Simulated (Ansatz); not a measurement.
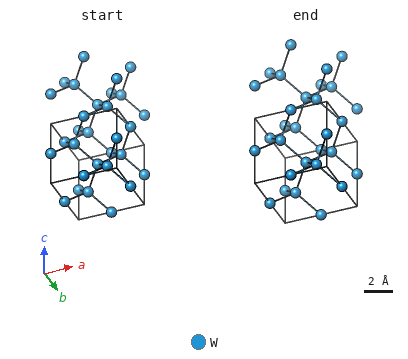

The structure of a crystal of W (built on the diamond_227 type) (coarse preliminary run) before (left) and after (right) a relaxation, at one scale.

The picture is a ball-and-stick view of the conventional cell (4 times the calculation's cell), repeated 1 × 1 × 2 with one cell outlined, seen from a free direction. Lengths and directions refer to the drawn axes.

Case: diamond type (Fd-3m, No. 227).

Theory: DFT PBEsol, scalar-relativistic, plane waves, PAW in Ansatz 0.2.0. (plane-wave cutoff 420 eV; k-point mesh 6 × 6 × 6; occupations gaussian; smearing width 0.1 eV; no spin polarisation; cell and atoms relaxed; force threshold 0.04 eV/Å; at most 70 steps)

Question: Describe what moved and what it gained.

Answer: After 4 accepted moves (5 points after the start) the energy has fallen by 1.601 eV per cell of the calculation. All forces vanish by symmetry, so only the cell relaxes. The pressure goes from 58.64 to 0.12 GPa. The SCF was repeated once at an unchanged geometry on a basis and grid sized afresh for the cell, which shifted the energy by 3.7 meV per cell of the calculation at most. The atoms keep their places relative to the cell (all moves are under 0.005 Å). Cell: a = b = c 5.261 → 5.749 Å (+9.3 %). Volume +30.5 %. Among the contacts that change: W–W 2.278 → 2.489 Å. The space group stays Fd-3m (No. 227). The run took of the order of 7 core-seconds on a shared host.
